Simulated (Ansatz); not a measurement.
NaBr, space group Fm-3m (No. 225), a = 5.927 Å, b = 5.927 Å, c = 5.927 Å, α = 90.00°, β = 90.00°, γ = 90.00°

```json
{"site": "Na", "Wyckoff": "4a", "x": "0.0000", "y": "0.0000", "z": "0.0000"}
{"site": "Br", "Wyckoff": "4b", "x": "0.5000", "y": "0.0000", "z": "0.0000"}
```

Source: the geometry relaxed with Ansatz, DFT PBEsol, scalar-relativistic, plane waves, PAW.

**Describe the coordination of Na.**

NaBr6: an essentially ideal octahedron (coordination number 6, S = 0.00; next best trigonal prism, S = 16.7). Bonds: 6 × Na–Br 2.96 Å. The next neighbour, not counted, lies at 4.19 Å.

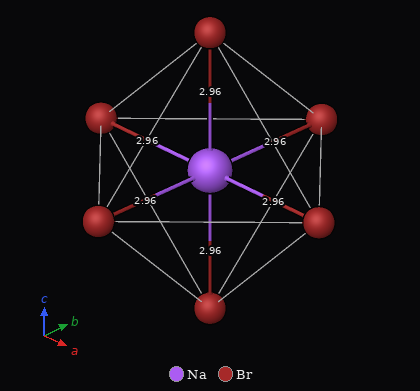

The polyhedron about Na. The shape measure S (0 to 100) is the computed least-squares distance from an ideal polyhedron; S = 0 means ideal.
